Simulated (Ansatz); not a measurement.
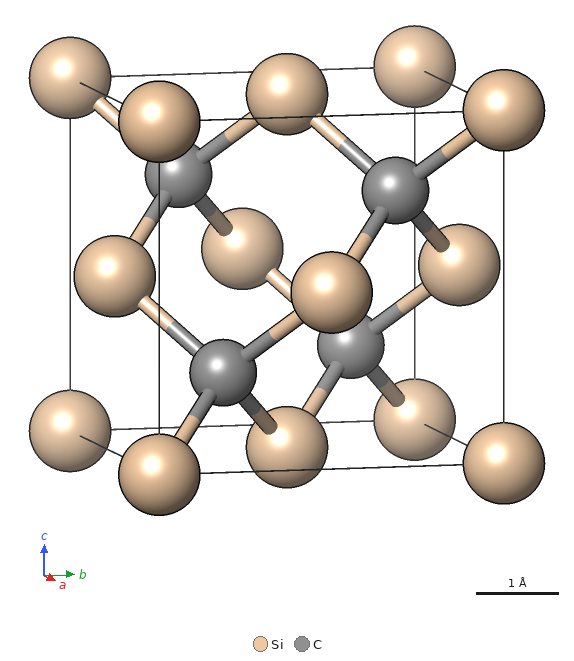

Normal modes of a crystal of SiC (a generated structure) at a fixed volume, space group F-43m (No. 216), at the zone centre. Style: ball-and-stick. Shown: the conventional cell (4 times the calculation's cell), slightly off an axis. Lengths and directions refer to the drawn axes.

Theory: DFT PBE, scalar-relativistic, plane waves, PAW (Ansatz 0.2.0).

Input file:
```yaml
crystal:
  lattice:
    - [0.0, 2.1893, 2.1893]
    - [2.1893, 0.0, 2.1893]
    - [2.1893, 2.1893, 0.0]
  atoms:
    - { symbol: Si, position: [0.0, 0.0, 0.0] }
    - { symbol: C, position: [0.25, 0.25, 0.25] }
basis:
  ecutwfc: 420
kpoints:
  mp_grid: { grid: [8, 8, 8] }
hamiltonian:
  xc: pbe
scf:
  occupations: { method: fixed }
output:
  eigenvalues: true
phonons:
  method: dfpt
  dielectric: true
  rigid_motions: translations
  eigenvectors: true
```

Run as
```bash
ansatz run input.yaml --threads 4 --pin off --max-ram 12288MiB --backend cpu --events-out ev --progress --plain --runs-dir out
```

Frequencies are those without the non-analytic (LO–TO) term.

Which optical modes does it have, at what frequencies, and is it stable there?

Answer. The calculation's cell holds 2 atoms, so there are 3 optical modes, in 1 level. The optical modes span T₂. No level is unstable.

```csv
level,symmetry,frequency (cm⁻¹),activity
1,T₂,776,infrared- and Raman-active
```

The modes drawn as arrows (one member of each degenerate set):

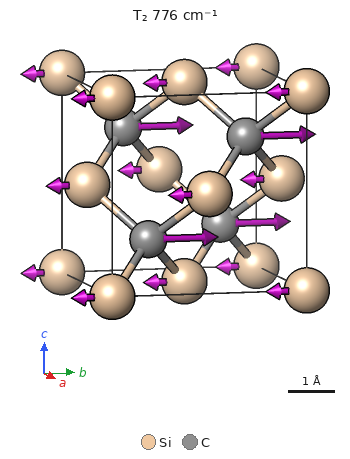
